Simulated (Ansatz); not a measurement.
**MnO: single-point calculation (part 3 of 4)**

Continued. System: MnO (P6₃mc, 4 atoms in the cell). Method: DFT r2SCAN+U, scalar-relativistic, plane waves, PAW, Ueff = 4 eV on Mn atom 1 d; Ueff = 4 eV on Mn atom 2 d, spin-polarised (Ansatz 0.2.0); cutoff 500 eV, 6×6×4 k-mesh, Gaussian smearing of 0.05 eV, collinear spins. The structure derives from an entry of the Crystallography Open Database. It belongs to a series of runs on one base structure; here: random orbitals: pairs, low filling.

Geometry of the input (Å; fractional positions):
```
3.3717  0.0000  0.0000
-1.6859  2.9200  0.0000
0.0000  0.0000  5.3855
Mn 0.3333  0.6667  0.0110
Mn 0.6667  0.3333  0.5110
O  0.3333  0.6667  0.3755
O  0.6667  0.3333  0.8755
```

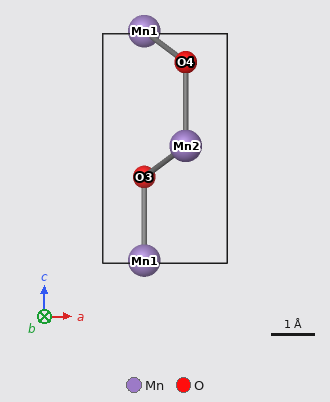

**Figure 1.** The input geometry (ball-and-stick view of the cell of the calculation, along the b axis; atoms are numbered from 1 in the order of the input).

### Log, continued
```
SCF iter  45: F=-8940.878660 eV  HF=-8940.878323 eV  |F-HF|=3.37e-4  |Δ(HF+E_count)|=   4.71e-4  Δρ=1.51e-4 (↑1.17e-4 ↓1.51e-4)  dr2=4.91e-6  dr2_τ=2.02e-7  dr2_m=4.99e-6  M=2.000 μB ∫|m|=3.855 μB  β_m=1.20  ethr=5.09e-11  ⟨swp⟩=4.6  Hψ=12747  notcnv=0  defer=182  κ⁻¹=1.3e-3(r=8)
SCF iter  46: F=-8940.879465 eV  HF=-8940.879136 eV  |F-HF|=3.28e-4  |Δ(HF+E_count)|=   8.13e-4  Δρ=1.45e-4 (↑1.07e-4 ↓1.45e-4)  dr2=3.83e-6  dr2_τ=1.75e-7  dr2_m=4.72e-6  M=2.000 μB ∫|m|=3.855 μB  β_m=1.20  ethr=5.09e-11  ⟨swp⟩=5.1  Hψ=14369  notcnv=0  defer=182  κ⁻¹=4.0e-4(r=8)
SCF iter  47: F=-8940.880248 eV  HF=-8940.879928 eV  |F-HF|=3.21e-4  |Δ(HF+E_count)|=   7.91e-4  Δρ=1.37e-4 (↑1.07e-4 ↓1.37e-4)  dr2=3.23e-6  dr2_τ=1.64e-7  dr2_m=4.71e-6  M=2.000 μB ∫|m|=3.855 μB  β_m=1.20  ethr=5.09e-11  ⟨swp⟩=5.1  Hψ=14532  notcnv=0  defer=181  κ⁻¹=1.0e-3(r=8)
SCF iter  48: F=-8940.882420 eV  HF=-8940.882116 eV  |F-HF|=3.04e-4  |Δ(HF+E_count)|=   2.19e-3  Δρ=1.27e-4 (↑1.02e-4 ↓1.27e-4)  dr2=3.03e-6  dr2_τ=1.53e-7  dr2_m=4.22e-6  M=2.000 μB ∫|m|=3.855 μB  β_m=1.20  ethr=5.09e-11  ⟨swp⟩=5.7  Hψ=15543  notcnv=0  defer=182  κ⁻¹=5.4e-4(r=8)
SCF iter  49: F=-8940.883612 eV  HF=-8940.883316 eV  |F-HF|=2.95e-4  |Δ(HF+E_count)|=   1.20e-3  Δρ=1.23e-4 (↑1.06e-4 ↓1.23e-4)  dr2=3.17e-6  dr2_τ=1.54e-7  dr2_m=4.14e-6  M=2.000 μB ∫|m|=3.855 μB  β_m=1.20  ethr=5.09e-11  ⟨swp⟩=5.3  Hψ=14848  notcnv=0  defer=182  κ⁻¹=1.2e-3(r=8)
SCF iter  50: F=-8940.886043 eV  HF=-8940.885762 eV  |F-HF|=2.81e-4  |Δ(HF+E_count)|=   2.45e-3  Δρ=1.30e-4 (↑1.06e-4 ↓1.30e-4)  dr2=3.85e-6  dr2_τ=1.49e-7  dr2_m=4.22e-6  M=2.000 μB ∫|m|=3.856 μB  β_m=1.20  ethr=5.09e-11  ⟨swp⟩=5.9  Hψ=16256  notcnv=0  defer=185  κ⁻¹=2.0e-3(r=8)
SCF iter  51: F=-8940.886928 eV  HF=-8940.886652 eV  |F-HF|=2.76e-4  |Δ(HF+E_count)|=   8.90e-4  Δρ=1.27e-4 (↑1.05e-4 ↓1.27e-4)  dr2=3.66e-6  dr2_τ=1.41e-7  dr2_m=3.88e-6  M=2.000 μB ∫|m|=3.856 μB  β_m=1.20  ethr=5.09e-11  ⟨swp⟩=5.3  Hψ=14627  notcnv=0  defer=188  κ⁻¹=9.4e-3(r=8)
SCF iter  52: F=-8940.888995 eV  HF=-8940.888732 eV  |F-HF|=2.63e-4  |Δ(HF+E_count)|=   2.08e-3  Δρ=1.25e-4 (↑1.03e-4 ↓1.25e-4)  dr2=3.36e-6  dr2_τ=1.43e-7  dr2_m=3.65e-6  M=2.000 μB ∫|m|=3.855 μB  β_m=1.20  ethr=5.09e-11  ⟨swp⟩=5.7  Hψ=15676  notcnv=0  defer=188  κ⁻¹=9.8e-3(r=8)
SCF iter  53: F=-8940.894153 eV  HF=-8940.893859 eV  |F-HF|=2.94e-4  |Δ(HF+E_count)|=   5.13e-3  Δρ=2.18e-4 (↑1.65e-4 ↓2.18e-4)  dr2=5.27e-6  dr2_τ=3.77e-7  dr2_m=1.41e-5  M=2.000 μB ∫|m|=3.856 μB  β_m=1.20  ethr=5.09e-11  ⟨swp⟩=6.4  Hψ=19061  notcnv=0  defer=190  κ⁻¹=2.1e-3(r=8)
SCF iter  54: F=-8940.893509 eV  HF=-8940.893267 eV  |F-HF|=2.42e-4  |Δ(HF+E_count)|=   5.92e-4  Δρ=1.36e-4 (↑1.08e-4 ↓1.36e-4)  dr2=4.29e-6  dr2_τ=2.00e-7  dr2_m=3.81e-6  M=2.000 μB ∫|m|=3.855 μB  β_m=1.20  ethr=5.09e-11  ⟨swp⟩=5.0  Hψ=14425  notcnv=0  defer=191  κ⁻¹=1.1e-3(r=8)
SCF iter  55: F=-8940.894881 eV  HF=-8940.894629 eV  |F-HF|=2.52e-4  |Δ(HF+E_count)|=   1.36e-3  Δρ=1.57e-4 (↑1.15e-4 ↓1.57e-4)  dr2=4.41e-6  dr2_τ=2.26e-7  dr2_m=5.70e-6  M=2.000 μB ∫|m|=3.855 μB  β_m=1.20  ethr=5.09e-11  ⟨swp⟩=5.6  Hψ=15284  notcnv=0  defer=191  κ⁻¹=8.9e-4(r=8)
SCF iter  56: F=-8940.900144 eV  HF=-8940.899890 eV  |F-HF|=2.55e-4  |Δ(HF+E_count)|=   5.26e-3  Δρ=2.32e-4 (↑1.73e-4 ↓2.32e-4)  dr2=7.93e-6  dr2_τ=3.72e-7  dr2_m=1.62e-5  M=2.000 μB ∫|m|=3.854 μB  β_m=1.20  ethr=5.09e-11  ⟨swp⟩=6.5  Hψ=19350  notcnv=0  defer=191  κ⁻¹=8.0e-4(r=8)
SCF iter  57: F=-8940.904004 eV  HF=-8940.903663 eV  |F-HF|=3.41e-4  |Δ(HF+E_count)|=   3.77e-3  Δρ=3.64e-4 (↑3.02e-4 ↓3.64e-4)  dr2=1.99e-5  dr2_τ=1.00e-6  dr2_m=4.34e-5  M=2.000 μB ∫|m|=3.854 μB  β_m=1.20  ethr=5.09e-11  ⟨swp⟩=6.2  Hψ=19129  notcnv=0  defer=191  κ⁻¹=8.8e-4(r=8)
SCF iter  58: F=-8940.904693 eV  HF=-8940.904470 eV  |F-HF|=2.22e-4  |Δ(HF+E_count)|=   8.07e-4  Δρ=2.68e-4 (↑2.29e-4 ↓2.68e-4)  dr2=1.48e-5  dr2_τ=5.99e-7  dr2_m=2.22e-5  M=2.000 μB ∫|m|=3.854 μB  β_m=1.20  ethr=5.09e-11  ⟨swp⟩=5.3  Hψ=14836  notcnv=0  defer=189  κ⁻¹=8.2e-4(r=8)
SCF iter  59: F=-8940.904338 eV  HF=-8940.904167 eV  |F-HF|=1.71e-4  |Δ(HF+E_count)|=   3.03e-4  Δρ=1.76e-4 (↑1.58e-4 ↓1.76e-4)  dr2=7.52e-6  dr2_τ=2.83e-7  dr2_m=9.38e-6  M=2.000 μB ∫|m|=3.852 μB  β_m=1.20  ethr=5.09e-11  ⟨swp⟩=5.5  Hψ=14599  notcnv=0  defer=189  κ⁻¹=3.4e-4(r=8)
SCF iter  60: F=-8940.895995 eV  HF=-8940.894963 eV  |F-HF|=1.03e-3  |Δ(HF+E_count)|=   9.20e-3  Δρ=7.39e-4 (↑5.97e-4 ↓7.39e-4)  dr2=4.19e-5  dr2_τ=4.00e-6  dr2_m=1.95e-4  M=2.000 μB ∫|m|=3.851 μB  β_m=1.20  ethr=5.09e-11  ⟨swp⟩=6.6  Hψ=20088  notcnv=0  defer=188  κ⁻¹=1.4e-4(r=8)
SCF iter  61: F=-8940.894339 eV  HF=-8940.893966 eV  |F-HF|=3.73e-4  |Δ(HF+E_count)|=   9.97e-4  Δρ=4.03e-4 (↑3.36e-4 ↓4.03e-4)  dr2=1.25e-5  dr2_τ=1.27e-6  dr2_m=5.87e-5  M=2.000 μB ∫|m|=3.853 μB  β_m=1.20  ethr=5.09e-11  ⟨swp⟩=5.3  Hψ=15617  notcnv=0  defer=187  κ⁻¹=1.3e-4(r=8)
SCF iter  62: F=-8940.897653 eV  HF=-8940.897099 eV  |F-HF|=5.54e-4  |Δ(HF+E_count)|=   3.13e-3  Δρ=5.24e-4 (↑4.28e-4 ↓5.24e-4)  dr2=1.90e-5  dr2_τ=2.01e-6  dr2_m=9.95e-5  M=2.000 μB ∫|m|=3.852 μB  ethr=5.09e-11  ⟨swp⟩=6.4  Hψ=18367  notcnv=0  defer=187
Mixer restart at iter 62: flushing history
iter 63 has the input of iteration 58 again, and its energy change is against the last iteration that had it
SCF iter  63: F=-8940.904693 eV  HF=-8940.904470 eV  |F-HF|=2.22e-4  |Δ(HF+E_count)|=  9.64e-11  Δρ=2.68e-4 (↑2.29e-4 ↓2.68e-4)  dr2=1.48e-5  dr2_τ=5.99e-7  dr2_m=2.22e-5  M=2.000 μB ∫|m|=3.854 μB  ethr=5.09e-11  ⟨swp⟩=4.3  Hψ=38039  notcnv=0
Mixer restart at iter 63: flushing history
iteration 63: the SCF's residuals had fallen too slowly under its mixing. It goes on by minimising its free energy, and can end on another state than longer mixing would; under `scf.algorithm: density_mixing` no SCF does so, but by `scf.convergence.dm_fallback`
SCF iter  64: F=-8940.906822 eV  HF=-8940.906713 eV  |F-HF|=1.10e-4  |Δ(HF+E_count)|=   2.24e-3  Δρ=3.62e-4 (↑3.62e-4 ↓3.20e-4)  dr2=1.05e-5  dr2_τ=1.23e-6  dr2_m=5.13e-5  M=2.000 μB ∫|m|=3.853 μB  ethr=5.09e-11  ⟨swp⟩=5.0  Hψ=33453  notcnv=0
SCF iter  65: F=-8940.926375 eV  HF=-8940.926473 eV  |F-HF|=9.82e-5  |Δ(HF+E_count)|=   1.98e-2  Δρ=7.43e-4 (↑7.43e-4 ↓6.84e-4)  dr2=3.05e-4  dr2_τ=1.04e-5  dr2_m=1.27e-4  M=2.000 μB ∫|m|=3.851 μB  ethr=5.09e-11  ⟨swp⟩=6.6  Hψ=28829  notcnv=0
SCF iter  66: F=-8940.946368 eV  HF=-8940.946605 eV  |F-HF|=2.37e-4  |Δ(HF+E_count)|=   2.01e-2  Δρ=9.55e-4 (↑9.55e-4 ↓9.53e-4)  dr2=4.88e-4  dr2_τ=1.82e-5  dr2_m=2.11e-4  M=2.000 μB ∫|m|=3.845 μB  ethr=5.09e-11  ⟨swp⟩=5.8  Hψ=30694  notcnv=0
SCF iter  67: F=-8940.970596 eV  HF=-8940.970868 eV  |F-HF|=2.72e-4  |Δ(HF+E_count)|=   2.43e-2  Δρ=9.19e-4 (↑9.19e-4 ↓8.60e-4)  dr2=4.84e-4  dr2_τ=1.39e-5  dr2_m=1.78e-4  M=2.000 μB ∫|m|=3.829 μB  ethr=5.09e-11  ⟨swp⟩=5.8  Hψ=30910  notcnv=0
SCF iter  68: F=-8940.989227 eV  HF=-8940.989420 eV  |F-HF|=1.93e-4  |Δ(HF+E_count)|=   1.86e-2  Δρ=7.03e-4 (↑7.03e-4 ↓6.43e-4)  dr2=2.91e-4  dr2_τ=1.02e-5  dr2_m=8.17e-5  M=2.000 μB ∫|m|=3.804 μB  ethr=5.09e-11  ⟨swp⟩=5.9  Hψ=30538  notcnv=0
SCF iter  69: F=-8940.993874 eV  HF=-8940.993961 eV  |F-HF|=8.68e-5  |Δ(HF+E_count)|=   4.54e-3  Δρ=4.14e-4 (↑4.14e-4 ↓3.75e-4)  dr2=1.04e-4  dr2_τ=2.39e-6  dr2_m=2.35e-5  M=2.000 μB ∫|m|=3.796 μB  ethr=5.09e-11  ⟨swp⟩=6.0  Hψ=27876  notcnv=0
SCF iter  70: F=-8940.995881 eV  HF=-8940.995900 eV  |F-HF|=1.90e-5  |Δ(HF+E_count)|=   1.94e-3  Δρ=2.42e-4 (↑2.42e-4 ↓2.00e-4)  dr2=3.80e-5  dr2_τ=1.05e-6  dr2_m=7.43e-6  M=2.000 μB ∫|m|=3.791 μB  ethr=5.09e-11  ⟨swp⟩=5.2  Hψ=26657  notcnv=0
SCF iter  71: F=-8940.996547 eV  HF=-8940.996555 eV  |F-HF|=7.89e-6  |Δ(HF+E_count)|=   6.55e-4  Δρ=1.69e-4 (↑1.69e-4 ↓1.35e-4)  dr2=1.38e-5  dr2_τ=4.36e-7  dr2_m=4.79e-6  M=2.000 μB ∫|m|=3.789 μB  ethr=5.09e-11  ⟨swp⟩=5.2  Hψ=25005  notcnv=0
SCF iter  72: F=-8940.997036 eV  HF=-8940.997056 eV  |F-HF|=2.04e-5  |Δ(HF+E_count)|=   5.02e-4  Δρ=1.77e-4 (↑1.77e-4 ↓1.56e-4)  dr2=2.19e-5  dr2_τ=4.13e-7  dr2_m=3.23e-6  M=2.000 μB ∫|m|=3.787 μB  ethr=5.09e-11  ⟨swp⟩=4.8  Hψ=24586  notcnv=0
SCF iter  73: F=-8940.997411 eV  HF=-8940.997422 eV  |F-HF|=1.01e-5  |Δ(HF+E_count)|=   3.65e-4  Δρ=1.12e-4 (↑1.12e-4 ↓1.05e-4)  dr2=9.98e-6  dr2_τ=1.31e-7  dr2_m=1.20e-6  M=2.000 μB ∫|m|=3.785 μB  ethr=5.09e-11  ⟨swp⟩=5.1  Hψ=23959  notcnv=0
SCF iter  74: F=-8940.997560 eV  HF=-8940.997560 eV  |F-HF|=2.33e-7  |Δ(HF+E_count)|=   1.38e-4  Δρ=4.22e-5 (↑4.22e-5 ↓3.80e-5)  dr2=6.92e-7  dr2_τ=4.44e-8  dr2_m=4.76e-7  M=2.000 μB ∫|m|=3.784 μB  ethr=5.09e-11  ⟨swp⟩=4.7  Hψ=22640  notcnv=0
SCF iter  75: F=-8940.997584 eV  HF=-8940.997584 eV  |F-HF|=8.33e-8  |Δ(HF+E_count)|=   2.45e-5  Δρ=1.61e-5 (↑1.61e-5 ↓1.54e-5)  dr2=8.71e-8  dr2_τ=5.05e-9  dr2_m=8.50e-8  M=2.000 μB ∫|m|=3.784 μB  ethr=5.09e-11  ⟨swp⟩=4.3  Hψ=22942  notcnv=0
SCF iter  76: F=-8940.997593 eV  HF=-8940.997593 eV  |F-HF|=2.10e-8  |Δ(HF+E_count)|=   9.21e-6  Δρ=1.40e-5 (↑1.26e-5 ↓1.40e-5)  dr2=6.61e-8  dr2_τ=4.50e-9  dr2_m=5.17e-8  M=2.000 μB ∫|m|=3.784 μB  ethr=5.09e-11  ⟨swp⟩=4.1  Hψ=22023  notcnv=0
SCF iter  77: F=-8940.997601 eV  HF=-8940.997601 eV  |F-HF|=1.52e-9  |Δ(HF+E_count)|=   7.19e-6  Δρ=1.10e-5 (↑1.10e-5 ↓9.99e-6)  dr2=5.17e-8  dr2_τ=2.37e-9  dr2_m=2.91e-8  M=2.000 μB ∫|m|=3.784 μB  ethr=5.09e-11  ⟨swp⟩=4.3  Hψ=21805  notcnv=0
SCF iter  78: F=-8940.997604 eV  HF=-8940.997604 eV  |F-HF|=2.43e-8  |Δ(HF+E_count)|=   3.12e-6  Δρ=8.46e-6 (↑8.46e-6 ↓6.63e-6)  dr2=9.53e-9  dr2_τ=1.50e-9  dr2_m=2.27e-8  M=2.000 μB ∫|m|=3.784 μB  ethr=5.09e-11  ⟨swp⟩=4.1  Hψ=21247  notcnv=0
SCF iter  79: F=-8940.997606 eV  HF=-8940.997606 eV  |F-HF|=6.90e-9  |Δ(HF+E_count)|=   2.41e-6  Δρ=5.40e-6 (↑5.40e-6 ↓5.02e-6)  dr2=1.09e-8  dr2_τ=7.27e-10  dr2_m=7.48e-9  M=2.000 μB ∫|m|=3.783 μB  ethr=2.27e-11  ⟨swp⟩=4.0  Hψ=21190  notcnv=0
SCF iter  80: F=-8940.997606 eV  HF=-8940.997606 eV  |F-HF|=6.90e-9  |Δ(HF+E_count)|=  1.82e-11  Δρ=5.40e-6 (↑5.40e-6 ↓5.02e-6)  dr2=1.09e-8  dr2_τ=7.27e-10  dr2_m=7.48e-9  M=2.000 μB ∫|m|=3.783 μB  ethr=2.27e-11  ⟨swp⟩=2.5  Hψ=19259  notcnv=0
WARN: hamiltonian.hubbard: on 4 of 4 specified blocks the occupation matrix of this SCF's result fails the test of the specified filling. At site 0 ↑ (sites count from 0 in the list of atoms of the cell that this SCF solves) the least filled combination of the orbitals specified full has occupation 0.211, and the fullest combination of the orbitals specified empty has occupation 0.858; the filling counts as kept where the first is at least 0.75 and exceeds the second by more than 0.25. The same holds at site 0 ↓, site 1 ↑, site 1 ↓. The state of this SCF's result may not hold the specified filling, though these bounds can also misjudge a state that does. This warning does not say which state is lower in energy, or whether the specified filling is a self-consistent state at all; see hamiltonian.hubbard.sites[].starting_ns, Limitations, and scf.initial_density.shell_occupations in the input reference
SCF 1 converged in 80 iterations: F = -8940.997606 eV  dr2 = 1.09e-8
  greatest PAW one-centre occupation: 1.002 electrons in one spin orbital (limit 2), on the Mn atom at site 1 (counted from 0), in its partial waves of l = 1
SCF converged after 80 iterations
Stability not told: the SCF's own minimisation came to no verdict on its close; the lowest value that the minimisation read is 4.0e-3 (residual 3.3e-3): no lower mode is shown, and none is ruled out
Magnetization: 2.0000 μB (22.0000 up, 20.0000 down)
Absolute magnetization: 4.8501 μB (∫|ρ↑−ρ↓|, with the PAW one-centre terms)
Spin contamination: 3.7309 ħ² per cell (⟨S²⟩ above its minimum at these occupations)
Per-site moments (μB) at R_I (Å): [(0.8099004405567377, 0.8097656221372577), (0.7944861261990036, 0.8097656221372577), (0.045951033658086456, 0.8097656221372577), (0.025173634872984466, 0.8097656221372577)]
Free energy (F): -8940.997606 eV
Harris-Foulkes:  -8940.997606 eV  (|F-HF|=6.90e-9)
Internal energy: -8940.997606 eV  (E = F + TS)
E sigma→0 (E₀):  -8940.997606 eV
Fermi energy:    9.543924 eV
--- Per-component energies (eV) ---
  E_band       = -672.239591
  E_kinetic    = 950.830440
  E_local      = -5222.222758  (includes V_loc(G=0)·N_el)
  E_nonlocal   = 603.272658
  E_hartree    = 2109.687824
  E_xc         = -360.204569
  E_vxc        = -524.730269  (∫ρ·V_xc dr)
  E_hubbard    = 1.541874  (on-site DFT+U / exact-exchange correction)
  E_vhub       = -18.156378  (the Hubbard potential's part of the band-sum identity)
  E_paw        = -2951.101061  (= ΣΔE_a)
  E_vpaw       = -715.476083  (= ΣTr[D̂ρ^β])
  E_aug_tail   = 0.002088  (compensation charges beyond the density's cutoff)
  E_vtau       = 34.861396  (kinetic-family band-sum trace: ∫τ·v_τ [+ j·A + Jᵃ·Aᵃ] dr)
  E_ewald      = -4072.174134
  E_core_change = -0.629968  (= ΣΔE_core)
  E_smearing   = -0.000000  (= −TS)
  E_closure    = 0.000000  (closes the sum)
  Σ components = -8940.997606   (vs F -8940.997606, Δ=0.00e0)
--- Specified on-site occupations, and those of the state reported ---
  electrons in the specified blocks: 9.9000 specified, 10.6201 found
  site 0 (l=d) ↓: largest change of an orbital's occupation 0.9452; electrons 2.0000 specified, 2.1900 found; spectral distance 0.0923
  site 0 (l=d) ↑: largest change of an orbital's occupation 0.9005; electrons 2.9500 specified, 3.1202 found; spectral distance 0.0851
  site 1 (l=d) ↓: largest change of an orbital's occupation 0.7664; electrons 2.0000 specified, 2.1969 found; spectral distance 0.0976
  site 1 (l=d) ↑: largest change of an orbital's occupation 0.6864; electrons 2.9500 specified, 3.1130 found; spectral distance 0.0822
```
